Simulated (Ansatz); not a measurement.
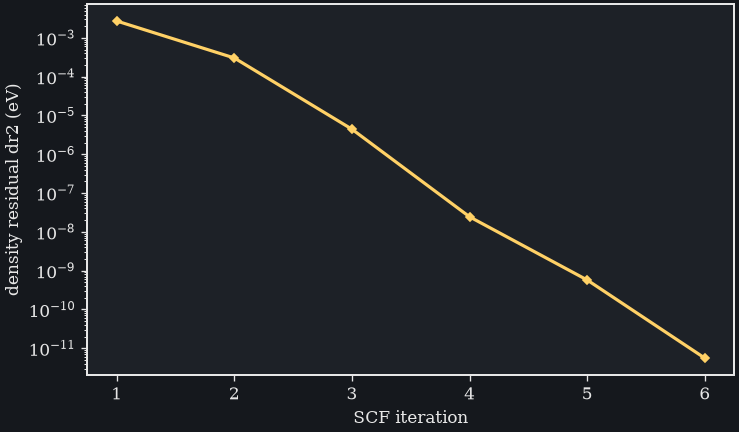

The plot shows the SCF iterations of a calculation: density residual dr2. The starting density is a sum of atomic densities corrected by a trained network.

C (6 atoms in the cell), run with Ansatz.

```
crystal:
  lattice:
    - [1.4021419499, 0.0, -3.36549438]
    - [-2.1347530607, -3.6975337778, 0.0110473885]
    - [-2.1347530607, 3.6975337778, 0.0110473885]
  atoms:
    - { symbol: C, position: [0.9997761105, 0.4999253896, 0.8332587229] }
    - { symbol: C, position: [0.9997761105, 0.8332587229, 0.4999253896] }
    - { symbol: C, position: [0.9997761105, 0.1665920562, 0.1665920562] }
    - { symbol: C, position: [0.0002238895, 0.1667412771, 0.5000746104] }
    - { symbol: C, position: [0.0002238895, 0.5000746104, 0.1667412771] }
    - { symbol: C, position: [0.0002238895, 0.8334079438, 0.8334079438] }
basis:
  ecutwfc: 420
  ecutrho_ratio: 2
kpoints:
  mp_grid: { grid: [12, 8, 8] }
hamiltonian:
  xc: pbe
  dispersion: d3bj
scf:
  occupations: { method: gaussian, width: 0.01 }
  max_iter: 100
output:
  forces: true
  eigenvalues: true
  stress: true
```

Launched with:
```bash
ansatz run input.yaml --threads 1 --pin off --max-ram 2560MiB --backend cpu --events-out ev --progress --plain --runs-dir out
```

> Was self-consistency reached?

The run converged; it took 6 iterations. The residual falls at every step. The program put off closing at iteration 5, as it still lacked some of its checks.

> Is anything amiss with this input?

The input holds an odd setting (a density cutoff under four times that of the waves). The SCF closed; whether the result suffers can't be told from this run alone.
